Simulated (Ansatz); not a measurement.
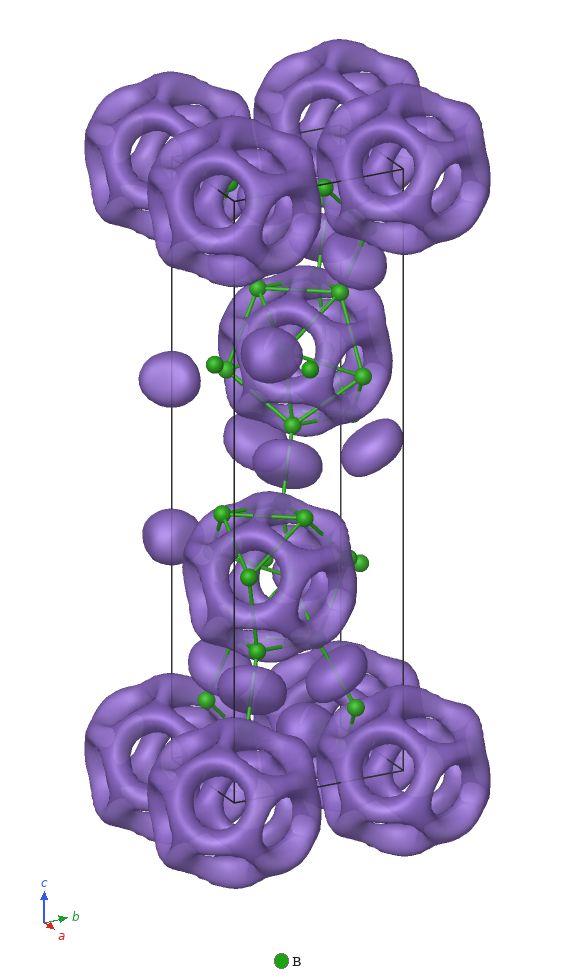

The picture shows: B. Isosurface of the ELF at 0.75 (purple), seen slightly off an axis. Only the valence region is drawn (cores and ρ < 0.01 e/Å³ removed). Sticks mark near contacts.

Space group R-3m.

These are results of DFT r2SCAN, scalar-relativistic, plane waves, PAW (Ansatz 0.2.0), not measurements.

Core electrons are frozen (PAW), and the valence fields are smoothed inside the atomic spheres.

### Describe the localisation domains.

The surface consists of nine regions between bonded B–B atoms (shared pairs) and nine pockets between the atoms, centred on no nucleus (multi-centre or interstitial), counted in one cell of 36 atoms. Any copies at cell faces, edges or corners count once. Profiles from the grid: B–B (1.67 Å): the ELF peaks at about 1 between the atoms. B–B (1.74 Å): the ELF peaks at about 0.80 between the atoms.

### Does the calculation give a band gap?

It is gapped, with a Kohn–Sham gap of 1.6 eV on the k-point mesh, an upper bound to the gap of this method.
